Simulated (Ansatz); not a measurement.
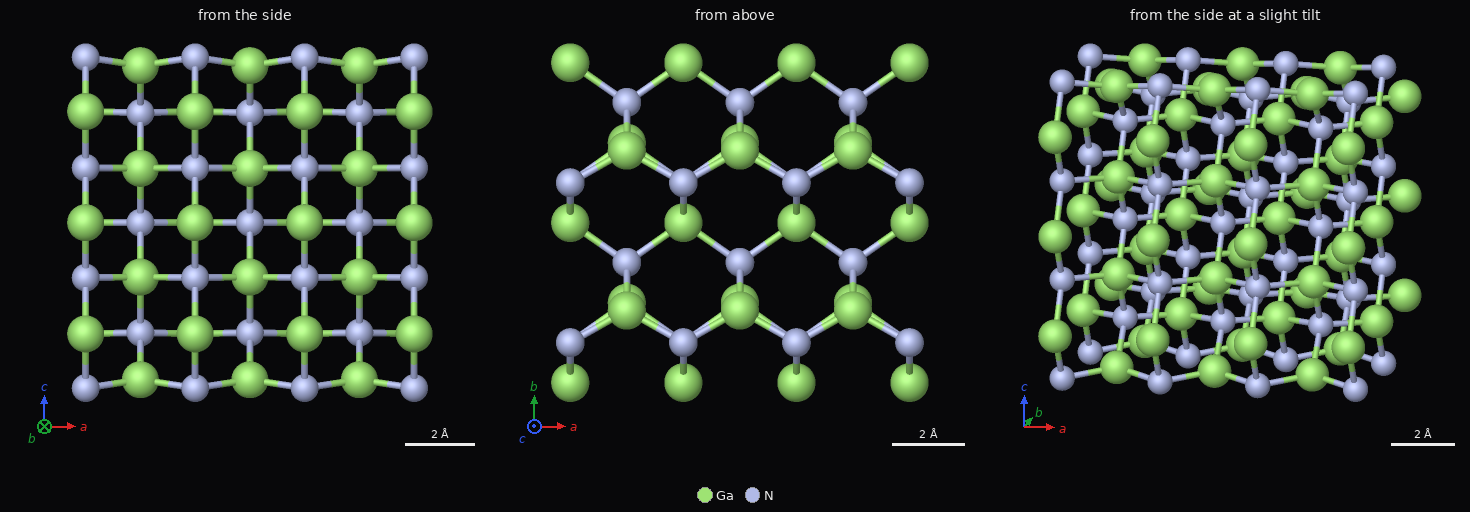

A ball-and-stick picture of a periodic slab, seen from the side, from above and from the side at a slight tilt. The surface normal points up in side views; the vacuum is left out. 3×2 cells are drawn in the plane, with atoms at the edges repeated.

The cell holds 7 Ga, 7 N. The slab was cut from bulk GaN (F-43m).

> Which species face the vacuum on either side?

The top face ends in Ga and N, the bottom face in Ga and N. The two faces are alike.

> What height do the atoms span?

About 10 Å from the lowest to the highest atom.

> What is the stacking of atomic planes, top to bottom?

Seven planes: GaN / GaN / GaN / GaN / GaN / GaN / GaN.

> Name the surface by its Miller indices.

(1 1 0).

Theory: Ansatz, DFT PBEsol, scalar-relativistic, plane waves, PAW. Numerical settings: plane-wave cutoff 420 eV, k-grid 8×6×1, Gaussian smearing of 0.05 eV, no spin polarisation.

> State the positions of the band edges relative to the top vacuum level.

The valence edge lies 5.82 eV below it (ionisation potential) and the conduction edge 4.26 eV (electron affinity). These are Kohn-Sham band edges, only estimates of the true removal and addition energies, and on cut faces they can belong to dangling-bond states in place of the bulk bands.

Source of the structure: a structure listed in the Materials Project, from which a slab was cut. The atoms were relaxed in a fixed cell with Ansatz 0.2.0, DFT PBEsol, scalar-relativistic, plane waves, PAW.
